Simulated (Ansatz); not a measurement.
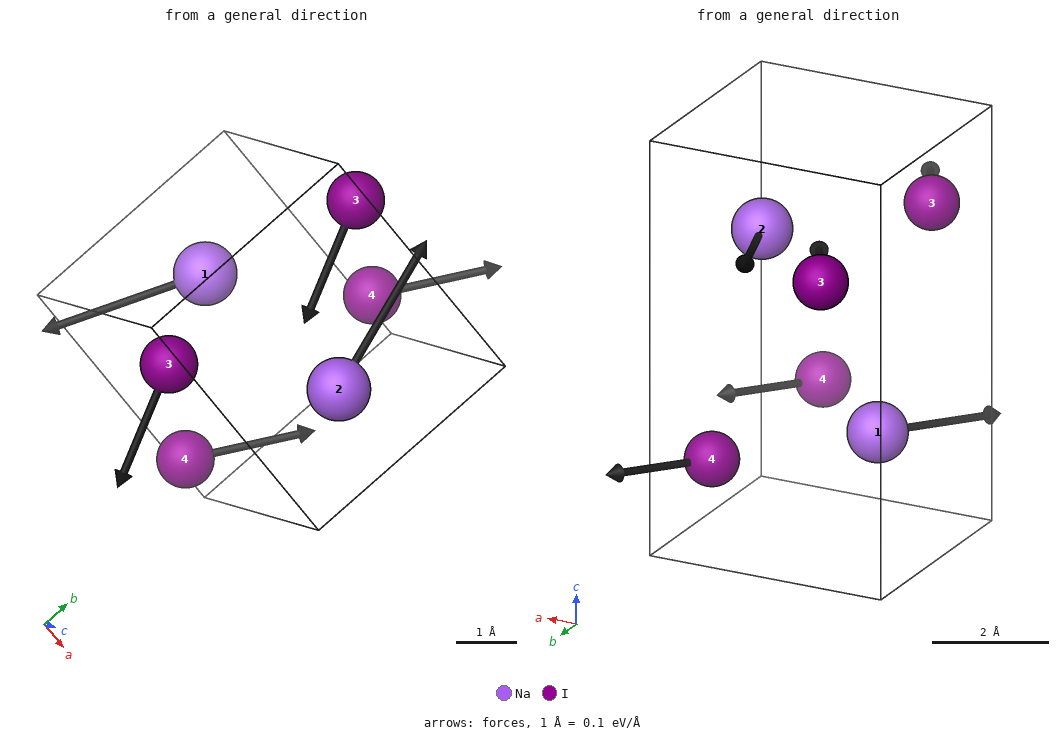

Shown here is a spheres-only view of the crystal, taken from two general directions. The outline marks the simulation cell. The arrows are the computed forces on the atoms.

System: NaI. Method used: DFT PBE, scalar-relativistic, plane waves, PAW in Ansatz 0.2.0. It ran with a cutoff energy of 420 eV, a 6×6×4 mesh of k-points, Gaussian smearing of 0.02 eV, no spin polarisation.

> Are the forces small enough to call this converged?

No. The atoms still feel forces of up to about 0.24 eV/Å, far above a usual threshold of 0.01 to 0.03 eV/Å.

> On which atom is the force largest?

Na1 and Na2, about 0.24 eV/Å.

> How large is the mean force on each element?

Mean magnitudes: about Na 0.24 eV/Å, I 0.18 eV/Å.

Provenance: a structure listed in the Materials Project. The cell was then strained or its atoms displaced on purpose. It was run through Ansatz as a DFT input.
